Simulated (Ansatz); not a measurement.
## Ti3Al: an electron-density study

Space group Fm-3m; spin-polarised. Net moment 1.9 μB in the 4-atom cell of the calculation; other magnetic orders weren't tried. The cell comes from a database of computed structures, not from a measurement.

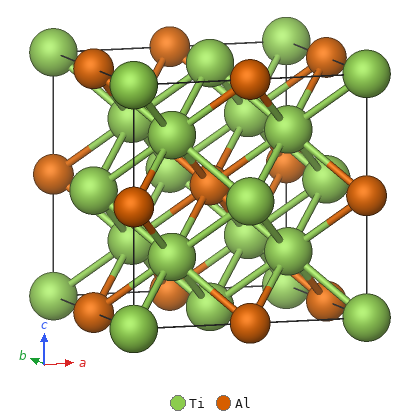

The conventional cell.

```cif
data_structure
_symmetry_space_group_name_H-M 'P 1'
_symmetry_Int_Tables_number 1
_cell_length_a 6.4636
_cell_length_b 6.4636
_cell_length_c 6.4636
_cell_angle_alpha 90.000
_cell_angle_beta 90.000
_cell_angle_gamma 90.000
_cell_volume 270.03
loop_
_atom_site_label
_atom_site_type_symbol
_atom_site_fract_x
_atom_site_fract_y
_atom_site_fract_z
_atom_site_occupancy
Ti1 Ti 0.75000 0.25000 0.25000 1
Ti2 Ti 0.25000 0.75000 0.25000 1
Ti3 Ti 0.25000 0.25000 0.75000 1
Ti4 Ti 0.75000 0.75000 0.75000 1
Ti5 Ti 0.25000 0.25000 0.25000 1
Ti6 Ti 0.75000 0.75000 0.25000 1
Ti7 Ti 0.75000 0.25000 0.75000 1
Ti8 Ti 0.25000 0.75000 0.75000 1
Ti9 Ti 0.00000 0.00000 0.00000 1
Ti10 Ti 0.50000 0.50000 0.00000 1
Ti11 Ti 0.50000 0.00000 0.50000 1
Ti12 Ti 0.00000 0.50000 0.50000 1
Al1 Al 0.50000 0.00000 0.00000 1
Al2 Al 0.00000 0.50000 0.00000 1
Al3 Al 0.00000 0.00000 0.50000 1
Al4 Al 0.50000 0.50000 0.50000 1
```

All numbers below come from DFT PBE, scalar-relativistic, plane waves, PAW (Ansatz).

Core electrons are frozen (PAW), so the maps are meaningful between the atoms, not at the nuclei.

### 1. Bonding charge

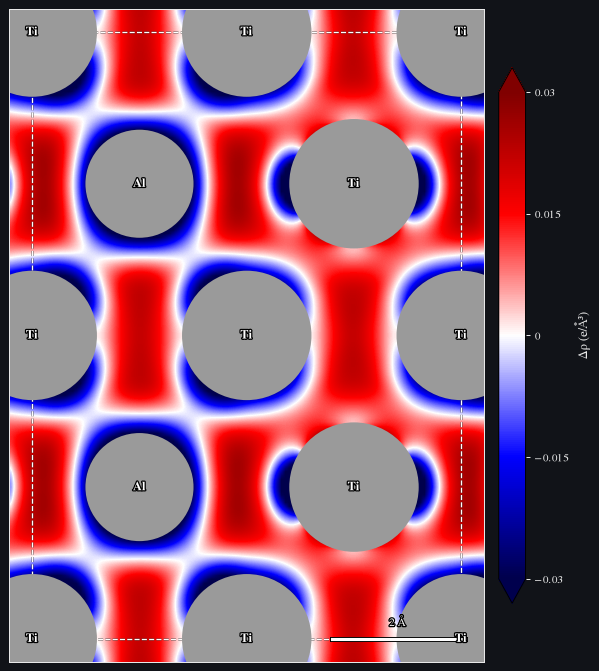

Deformation density (self-consistent density less superposed neutral spherical atoms): a map on the (011) plane of the conventional cell, with grey discs over the atomic cores. Cores are masked to 1.0 Å (Ti) and 0.8 Å (Al).

Read the map: where is density gained and where lost?

Ti–Ti (2.80 Å): Δρ is +0.006 e/Å³ at the midpoint.
Al–Ti (2.80 Å): Δρ is about zero at the midpoint.
Over the whole cell, outside the masked cores, the largest gain, 0.03 e/Å³, lies 1.6 Å from an aluminium nucleus and 1.8 Å from a titanium one, and the largest loss lies at the edge of the masked core of Ti.
The rearranged charge, half the integral of |Δρ|, is about 0.15 e an atom.

### 2. States by energy

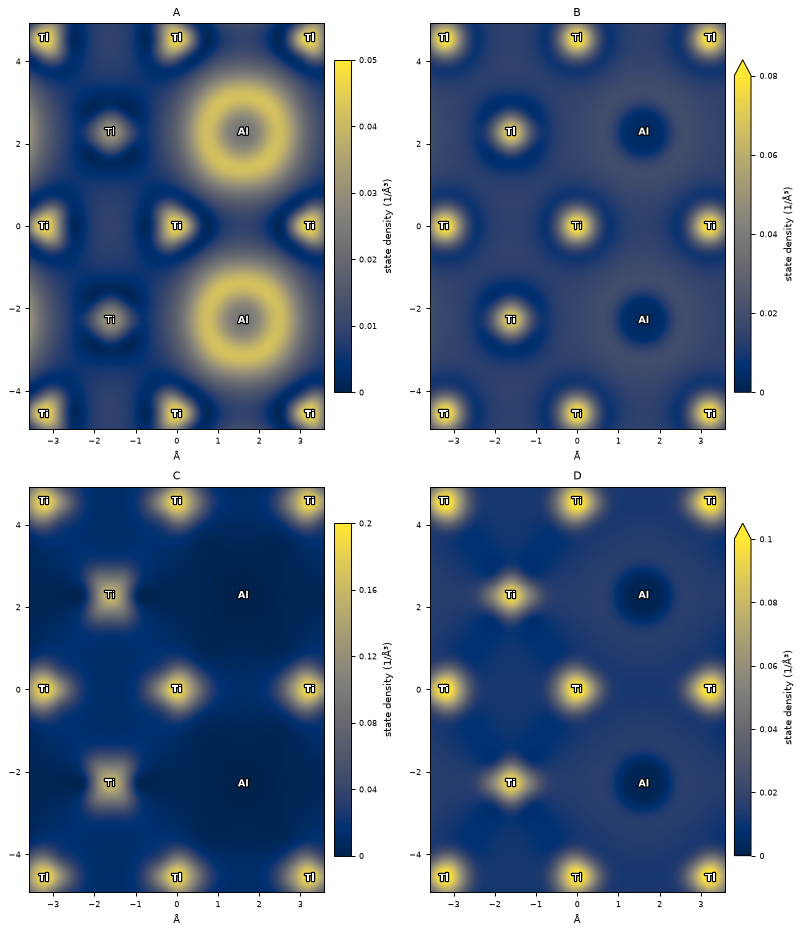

Ti3Al: densities of the states in four energy windows, on the (011) plane of the conventional cell.

Match the panels to the energy ranges (zero at the Fermi level): −7.6 to −5.0 eV, −4.3 to −2.8 eV, −2.8 to −1.4 eV and −0.25 to +0.25 eV.

Panel A: −7.6 to −5.0 eV, a separate group of bands, mainly Al 3s (45 %), Ti 4s (40 %) and Ti 3d (15 %).
Panel B: −4.3 to −2.8 eV, the lower third of the occupied valence band, mainly Al 3p (35 %), Ti 4s (30 %) and Ti 3d (30 %).
Panel C: −0.25 to +0.25 eV, the states at the Fermi level, mainly Ti 3d (90 %).
Panel D: −2.8 to −1.4 eV, the middle third of the occupied valence band, mainly Ti 3d (55 %), Al 3p (30 %) and Ti 4s (15 %).
The characters are Löwdin shares on a minimal set of atomic orbitals. At the bottom of an sp band the diffuse p orbitals of such a set take a share of s-like charge between the atoms, so the p share there is overstated.

### 3. Moving an atom

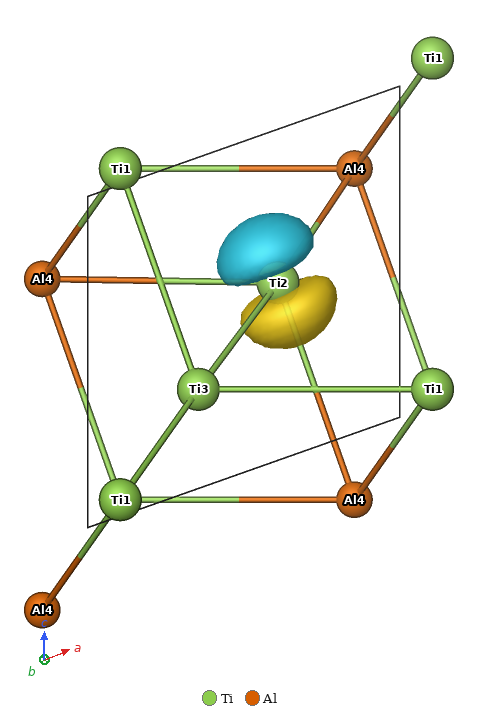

Ti3Al: one atom of the 4-atom cell (and its periodic copies) was moved a little. Density after less density before, yellow at +0.3 and cyan at −0.3 e/Å³, seen along the b axis; cell a = 4.57 Å, b = 4.57 Å, c = 4.57 Å, α = 60.00°, β = 60.00°, γ = 60.00°. The lobes lie largely inside the PAW sphere, where the density is a smoothed one.

Find the displaced atom and its direction.

Ti2 moved towards the yellow lobe, down and to the right in the picture. In the run the shift was 0.05 Å roughly along [1 1 −2] in the axes of the cell drawn.

What restoring force does the calculation give for this move?

The force on it changes by 0.31 eV/Å along the move, against it: a stiffness of about 6.2 eV/Å² for this sublattice shift.

Run times: 20 s (base cell), 3.9 s (state densities) and 2.1 min (moved atom), on 2 threads of Intel(R) Xeon(R) Platinum 8488C (Sapphire Rapids) (shared host).
